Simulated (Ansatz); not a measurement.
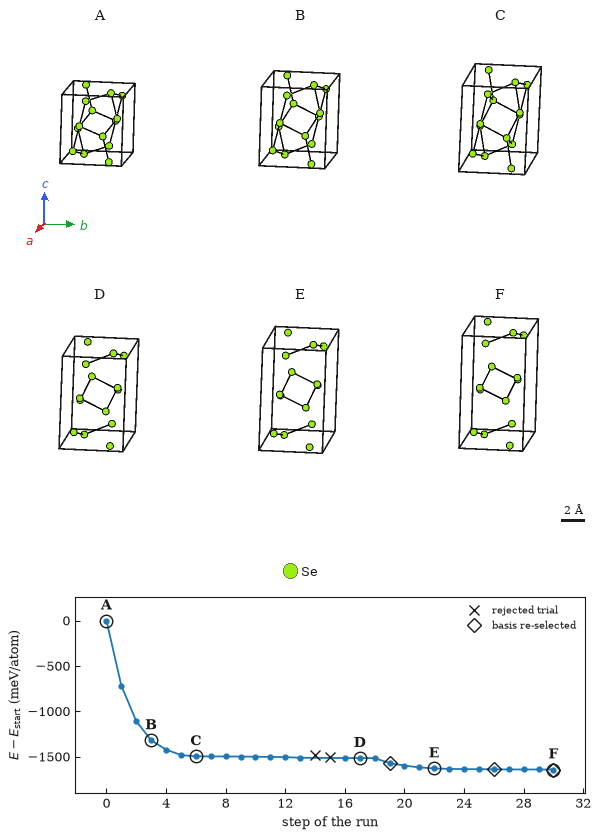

Frames of a relaxation of crystalline Se (a generated structure, set up in C2/c) (coarse preliminary run), marked on the history of the run. Style: ball-and-stick. Shown: the conventional cell (2 times the calculation's cell), slightly off an axis. Lengths and directions refer to the drawn axes.

Level of theory: DFT PBE, scalar-relativistic, plane waves, PAW (Ansatz 0.2.0).

Input file:
```yaml
crystal:
  lattice:
    - [2.74108561, -2.84626862, 0.0]
    - [2.74108561, 2.84626862, 0.0]
    - [-0.99396826, 0.0, 6.21814689]
  atoms:
    - { symbol: Se, position: [0.15842726, 0.45266456, 0.37805889] }
    - { symbol: Se, position: [0.54733544, 0.84157274, 0.12194111] }
    - { symbol: Se, position: [0.84157274, 0.54733544, 0.62194111] }
    - { symbol: Se, position: [0.45266456, 0.15842726, 0.87805889] }
    - { symbol: Se, position: [0.0, 0.5, 0.0] }
    - { symbol: Se, position: [0.5, 0.0, 0.5] }
basis:
  ecutwfc: 420
kpoints:
  mp_grid: { grid: [4, 4, 4] }
hamiltonian:
  xc: pbe
scf:
  occupations: { method: gaussian, width: 0.1 }
  lower_state_search: "off"
output:
  forces: true
  stress: true
  eigenvalues: true
relax:
  adjacent_minimum: "off"
  f_tol: 0.04
  max_steps: 70
  cell: { stress_tol: 0.4 }
```

Command:
```bash
ansatz run input.yaml --threads 1 --pin off --max-ram 2560MiB --backend cpu --events-out ev --progress --plain --runs-dir out
```

> What happens along the run?

The largest moves relative to the cell, 0.32 Å, are those of Se1, Se2, Se3 and Se4. Se2 goes along [1 2 −2]. The drawn cell changes as follows: a 5.482 → 5.917 Å (+7.9 %), b 5.693 → 5.895 Å (+3.6 %), c 6.297 → 10.278 Å (+63.2 %), β 99.1° → 103.1°; the volume changes by +79.9 %. Among the contacts that change: Se1–Se5 2.424 → 4.116 Å, Se1–Se2 2.869 → 4.416 Å, Se1–Se2 (another image) 3.281 → 4.250 Å, Se1–Se3 2.946 → 3.461 Å. Bonds break: Se1–Se5 (2.42 → 4.12 Å), Se2–Se6 (2.42 → 4.12 Å), Se3–Se5 (2.42 → 4.12 Å), Se4–Se6 (2.42 → 4.12 Å). Among the angles between lasting bonds that change: Se2–Se4–Se5 102.9° → 89.6°, Se2–Se5–Se4 73.4° → 79.3°, Se5–Se4–Se5 106.6° → 100.7°. The space group stays C2/c (No. 15). After 25 accepted moves (30 points after the start) the energy has fallen by 1641 meV per atom. Largest force component: 3.5 eV/Å at the start, 0.0054 eV/Å at the end. Pressure: 66.63 GPa at the start and 0.03 GPa at the end. The line search rejected the trial steps at points 14, 15 of the run. The SCF was repeated 3 times at an unchanged geometry on a basis and grid sized afresh for the cell, which shifted the energy by 55.5 meV per atom at most. Cost: 6.1 min on 1 thread of Arm Neoverse V1 (shared host), peak memory 0.49 GiB. From step 0 to 3: Se atoms move most (0.17 Å), volume +30.9 %, energy −1320 meV per atom. From step 3 to 6: Se atoms move most (0.24 Å), volume +8.5 %, energy −176 meV per atom. From step 6 to 17: Se atoms move most (0.29 Å), volume +2.8 %, energy −19.1 meV per atom. From step 17 to 22: Se atoms move most (0.12 Å), volume +11.1 %, energy −114 meV per atom. From step 22 to 30: Se atoms move most (0.13 Å), volume +11.0 %, energy −12.1 meV per atom.
